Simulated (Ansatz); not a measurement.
## Two runs on CdTe

System: CdTe (F-43m, 2 atoms in the cell).
Method of run A: independent-particle optics of r2SCAN bands, plane waves, PAW, no spin polarisation (Ansatz 0.2.0).

The structure was built on a prototype by a generator. The geometry comes from this level: r2SCAN. Text and figures count atoms from 1; the logs count them from 0 in places.

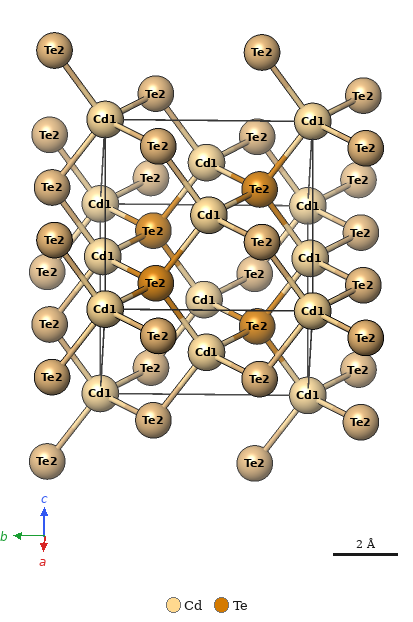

Figure 1. The structure as given in the input (ball-and-stick view of the cell 4 times as large as that of the calculation, set on its symmetry axes, seen at an oblique angle; neighbours outside the cell are drawn fainter; atoms are numbered from 1 in the order of the input). Near neighbours in the crystal (not all of them lie inside the picture): Cd has 4 Te at 2.84 Å; Te has 4 Cd at 2.84 Å.

Input, run A:
```yaml
crystal:
  lattice:
    - [0.0, 3.2799551172, 3.2799551172]
    - [3.2799551172, 0.0, 3.2799551172]
    - [3.2799551172, 3.2799551172, 0.0]
  atoms:
    - { symbol: Cd, position: [0.0, 0.0, 0.0] }
    - { symbol: Te, position: [0.25, 0.25, 0.25] }
kpoints:
  mp_grid: { grid: [6, 6, 6] }
hamiltonian:
  xc: r2scan
scf:
  occupations: { method: fixed }
output:
  optics:
    e_range: [0, 12]
    de: 0.05
    sigma: 0.1
    bands: { spectra_wanted_up_to: 12 }
```

Command:
```bash
ansatz run input.yaml --threads 4 --pin off --max-ram 3686MiB --backend cpu --events-out ev --progress --plain --runs-dir out
```

Hardware: 4 threads of Arm Neoverse V1, 24 GiB of memory available, shared host.

Output, shortened to warnings, some set-up lines, iterations and results (run A):
```
Basis set: ecut = 500 eV, 1807 PW (Γ), exchange–correlation on 144×144×144 points (64 copies of the dense FFT grid, shifted against one another)
Symmetry: 24 space group operations
k-points: 16 of 216 (time reversal used)
Initial density: superposition of atomic densities (neutral atoms: chi_scale 0, normalization atom), corrected by the library's trained network
[...]
SCF iter   1: F=—  HF=-15264.129967 eV  |F-HF|=—  |Δ(HF+E_count)|=         —  Δρ=4.39e-3  dr2=8.31e-3  dr2_τ=1.07e-2  ethr=1.77e-3  ⟨swp⟩=4.9  Hψ=1378  notcnv=0  defer=28
SCF iter   2: F=—  HF=-15264.135690 eV  |F-HF|=—  |Δ(HF+E_count)|=   5.72e-3  Δρ=2.23e-3  dr2=1.50e-3  dr2_τ=3.36e-4  ethr=2.31e-5  ⟨swp⟩=3.9  Hψ=864  notcnv=0  defer=28
SCF iter   3: F=—  HF=-15264.136316 eV  |F-HF|=—  |Δ(HF+E_count)|=   6.26e-4  Δρ=1.01e-3  dr2=3.59e-4  dr2_τ=4.14e-5  ethr=4.17e-6  ⟨swp⟩=2.0  Hψ=516  notcnv=0  defer=28
SCF iter   4: F=—  HF=-15264.136484 eV  |F-HF|=—  |Δ(HF+E_count)|=   1.67e-4  Δρ=8.90e-5  dr2=4.44e-6  dr2_τ=3.15e-7  ethr=9.97e-7  ⟨swp⟩=2.0  Hψ=676  notcnv=0  defer=28
SCF iter   5: F=—  HF=-15264.136490 eV  |F-HF|=—  |Δ(HF+E_count)|=   6.32e-6  Δρ=2.58e-5  dr2=2.11e-7  dr2_τ=1.87e-8  ethr=1.23e-8  ⟨swp⟩=2.1  Hψ=621  notcnv=0  defer=16
SCF iter   6: F=—  HF=-15264.136459 eV  |F-HF|=—  |Δ(HF+E_count)|=   3.14e-5  Δρ=5.98e-6  dr2=8.79e-9  dr2_τ=1.12e-9  ethr=5.86e-10  ⟨swp⟩=2.9  Hψ=647  notcnv=0
SCF iter   7: F=—  HF=-15264.136459 eV  |F-HF|=—  |Δ(HF+E_count)|=   8.09e-9  Δρ=4.57e-7  dr2=7.22e-11  dr2_τ=7.96e-12  ethr=2.44e-11  ⟨swp⟩=2.0  Hψ=496  notcnv=0
SCF iter   8: F=-15264.136459 eV  HF=-15264.136459 eV  |F-HF|=3.64e-12  |Δ(HF+E_count)|=  4.37e-11  Δρ=4.89e-8  dr2=8.60e-13  dr2_τ=2.75e-13  ethr=1.00e-12  ⟨swp⟩=5.8  …
SCF 1 converged in 8 iterations: F = -15264.136459 eV  dr2 = 8.60e-13
NSCF: frozen V_eff on 16 k-points
Optics k sum: 0 of 16 k-points
Optics k sum: 1 of 16 k-points
Optics k sum: 2 of 16 k-points
Optics k sum: 3 of 16 k-points
Optics k sum: 4 of 16 k-points
Optics k sum: 5 of 16 k-points
Optics k sum: 6 of 16 k-points
Optics k sum: 7 of 16 k-points
Optics k sum: 8 of 16 k-points
Optics k sum: 9 of 16 k-points
Optics k sum: 10 of 16 k-points
Optics k sum: 11 of 16 k-points
Optics k sum: 12 of 16 k-points
Optics k sum: 13 of 16 k-points
Optics k sum: 14 of 16 k-points
Optics k sum: 15 of 16 k-points
Optics k sum: 16 of 16 k-points
Optics k sum: 0 of 16 k-points
Optics k sum: 1 of 16 k-points
Optics k sum: 2 of 16 k-points
Optics k sum: 3 of 16 k-points
Optics k sum: 4 of 16 k-points
Optics k sum: 5 of 16 k-points
Optics k sum: 6 of 16 k-points
Optics k sum: 7 of 16 k-points
Optics k sum: 8 of 16 k-points
Optics k sum: 9 of 16 k-points
Optics k sum: 10 of 16 k-points
Optics k sum: 11 of 16 k-points
Optics k sum: 12 of 16 k-points
Optics k sum: 13 of 16 k-points
Optics k sum: 14 of 16 k-points
Optics k sum: 15 of 16 k-points
Optics k sum: 16 of 16 k-points
NSCF: frozen V_eff on 1 k-points
NSCF: frozen V_eff on 1 k-points
[...]
```

For run B the input was changed thus:
```diff
-  xc: r2scan
+  xc: pbe
```

Predict how the results change.

The total energies belong to different methods, so their difference says nothing on which is more stable or more accurate. The gap on the mesh goes from 1.16 to 0.66 eV. The functional changes from r2SCAN to PBE. The number of SCF iterations is the same. The default cutoff goes from 500 to 420 eV with the change. The plane waves at Γ go from 1807 to 1411. On the same kind of shared host run B took about 0.59 times as long.

Output, shortened to warnings, some set-up lines, iterations and results (run B):
```
Basis set: ecut = 420 eV, 1411 PW (Γ)
Symmetry: 24 space group operations
k-points: 16 of 216 (time reversal used)
Initial density: superposition of atomic densities (neutral atoms: chi_scale 0, normalization atom), corrected by the library's trained network
[...]
SCF iter   1: F=—  HF=-15235.328393 eV  |F-HF|=—  |Δ(HF+E_count)|=         —  Δρ=1.35e-3  dr2=3.28e-3  ethr=1.77e-3  ⟨swp⟩=4.8  Hψ=1366  notcnv=0  defer=29
SCF iter   2: F=—  HF=-15235.327753 eV  |F-HF|=—  |Δ(HF+E_count)|=   6.39e-4  Δρ=5.06e-4  dr2=1.87e-4  ethr=9.10e-6  ⟨swp⟩=3.0  Hψ=695  notcnv=0  defer=28
SCF iter   3: F=—  HF=-15235.327804 eV  |F-HF|=—  |Δ(HF+E_count)|=   5.11e-5  Δρ=1.88e-4  dr2=2.64e-5  ethr=5.21e-7  ⟨swp⟩=3.0  Hψ=676  notcnv=0  defer=28
SCF iter   4: F=—  HF=-15235.327840 eV  |F-HF|=—  |Δ(HF+E_count)|=   3.55e-5  Δρ=8.00e-5  dr2=6.71e-6  ethr=7.32e-8  ⟨swp⟩=2.2  Hψ=552  notcnv=0  defer=23
SCF iter   5: F=—  HF=-15235.327856 eV  |F-HF|=—  |Δ(HF+E_count)|=   1.56e-5  Δρ=2.24e-5  dr2=4.28e-7  ethr=1.86e-8  ⟨swp⟩=2.0  Hψ=506  notcnv=0  defer=3
SCF iter   6: F=—  HF=-15235.327849 eV  |F-HF|=—  |Δ(HF+E_count)|=   6.42e-6  Δρ=2.81e-6  dr2=7.06e-9  ethr=1.19e-9  ⟨swp⟩=2.0  Hψ=496  notcnv=0
SCF iter   7: F=—  HF=-15235.327849 eV  |F-HF|=—  |Δ(HF+E_count)|=   3.91e-8  Δρ=4.32e-7  dr2=1.28e-10  ethr=1.96e-11  ⟨swp⟩=2.0  Hψ=496  notcnv=0
SCF iter   8: F=-15235.327849 eV  HF=-15235.327849 eV  |F-HF|=9.09e-12  |Δ(HF+E_count)|=  7.33e-10  Δρ=7.86e-8  dr2=3.08e-12  ethr=1.00e-12  ⟨swp⟩=6.2  Hψ=1327  notcnv=0
SCF 1 converged in 8 iterations: F = -15235.327849 eV  dr2 = 3.08e-12
NSCF: frozen V_eff on 16 k-points
Optics k sum: 0 of 16 k-points
Optics k sum: 1 of 16 k-points
Optics k sum: 2 of 16 k-points
Optics k sum: 3 of 16 k-points
Optics k sum: 4 of 16 k-points
Optics k sum: 5 of 16 k-points
Optics k sum: 6 of 16 k-points
Optics k sum: 7 of 16 k-points
Optics k sum: 8 of 16 k-points
Optics k sum: 9 of 16 k-points
Optics k sum: 10 of 16 k-points
Optics k sum: 11 of 16 k-points
Optics k sum: 12 of 16 k-points
Optics k sum: 13 of 16 k-points
Optics k sum: 14 of 16 k-points
Optics k sum: 15 of 16 k-points
Optics k sum: 16 of 16 k-points
Optics k sum: 0 of 16 k-points
Optics k sum: 1 of 16 k-points
Optics k sum: 2 of 16 k-points
Optics k sum: 3 of 16 k-points
Optics k sum: 4 of 16 k-points
Optics k sum: 5 of 16 k-points
Optics k sum: 6 of 16 k-points
Optics k sum: 7 of 16 k-points
Optics k sum: 8 of 16 k-points
Optics k sum: 9 of 16 k-points
Optics k sum: 10 of 16 k-points
Optics k sum: 11 of 16 k-points
Optics k sum: 12 of 16 k-points
Optics k sum: 13 of 16 k-points
Optics k sum: 14 of 16 k-points
Optics k sum: 15 of 16 k-points
Optics k sum: 16 of 16 k-points
NSCF: frozen V_eff on 1 k-points
NSCF: frozen V_eff on 1 k-points
[...]
```

The two runs side by side:

| quantity | run A | run B |
| --- | --- | --- |
| outcome | converged | converged |
| free energy per atom (eV) | −7632.0682 | −7617.6639 |
| gap on the mesh (eV) | 1.16 | 0.66 |
| SCF iterations | 8 | 8 |
| irreducible k-points | 16 | 16 |
| plane waves at Γ | 1807 | 1411 |
| wall time (shared host) | 13 s | 7.7 s |
